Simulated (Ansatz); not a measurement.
Read the following structure.

```xyz
8
Lattice="5.8471 0.0000 0.0000 0.0000 5.8471 0.0000 0.0000 0.0000 5.8471" Properties=species:S:1:pos:R:3 pbc="T T T"
S     2.9236    0.0000    2.9236
S     1.4618    1.4618    1.4618
S     2.9236    2.9236    0.0000
S     1.4618    4.3853    4.3853
S     0.0000    0.0000    0.0000
S     4.3853    1.4618    4.3853
S     0.0000    2.9236    2.9236
S     4.3853    4.3853    1.4618
```

### Interpret the file: composition, symmetry and coordination.

The element is sulfur. It belongs to space group Fd-3m (No. 227) and has a face-centred cubic lattice. In terms of structure types, this is diamond. The cell holds eight atoms. About every S there are four S in a tetrahedral arrangement at 2.53 Å. The bonds build a three-dimensional framework.

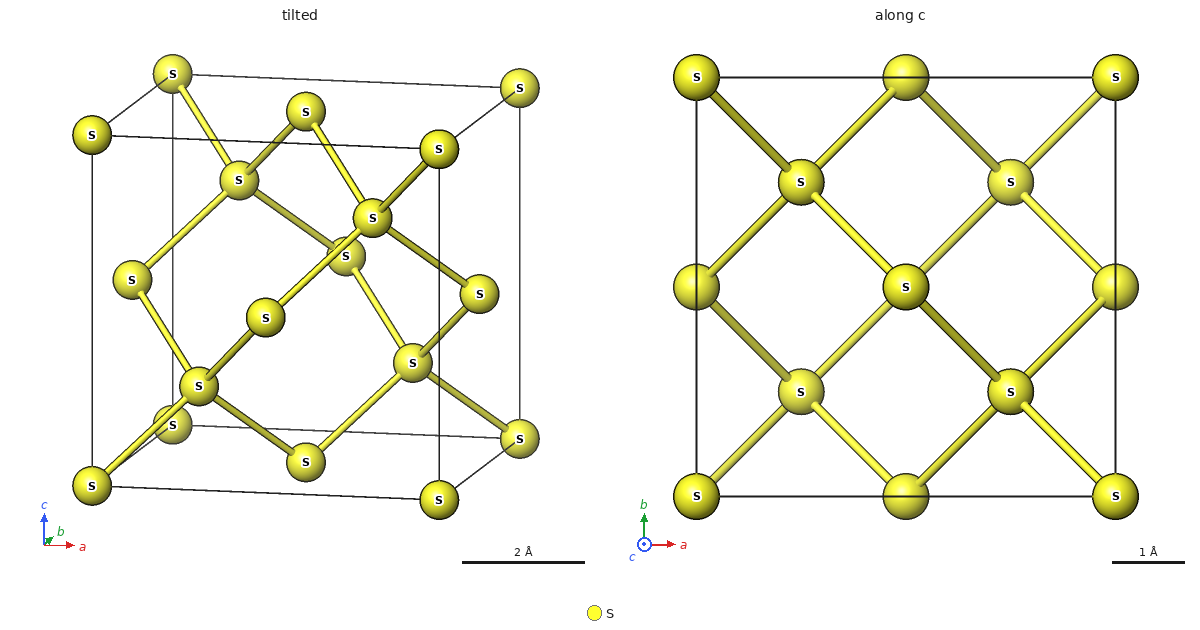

This ball-and-stick model is shown slightly off an axis and along the c axis. Lines trace the edges of the conventional unit cell. Colours: sulfur yellow.

The starting point was a structure listed in the Materials Project, with elements exchanged, so it need not be a known form of the compound. The cell was then strained or its atoms displaced on purpose. A calculation with Ansatz used it as input.
